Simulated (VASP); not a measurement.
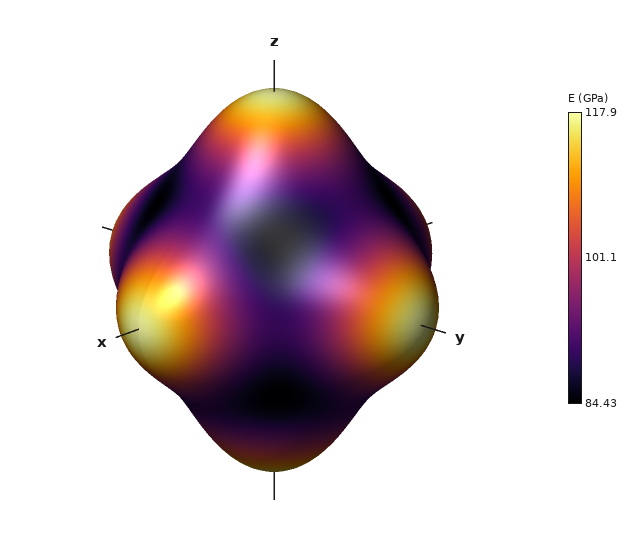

The figure shows the Young's modulus as a surface whose radius and colour give its value in each direction for CaS, space group Fm-3m (No. 225).

Starting cell:
```xyz
2
Lattice="0.0000 2.8560 2.8560 2.8560 0.0000 2.8560 2.8560 2.8560 0.0000" Properties=species:S:1:pos:R:3 pbc="T T T"
Ca    0.0000    0.0000    0.0000
S     2.8560    2.8560    2.8560
```

Calculation (VASP 6.6.1): plane-wave DFT, no spin polarisation; elastic constants in Voigt order on the axes of the given cell. Level: PBE.

k mesh 8×8×8; occupations Gaussian; smearing width 0.01 eV; potentials VASP PAW PBE potentials, recommended; wave cutoff 600 eV.

Question: Between which limits does E lie over all directions?

Answer: Over all directions E runs from 84 to 118 GPa, a ratio of 1.40.

Question: What is E along the Cartesian axes and along their diagonal?

Answer: E is 118 GPa along x, y and z alike, and 84 GPa along the body diagonal x + y + z.
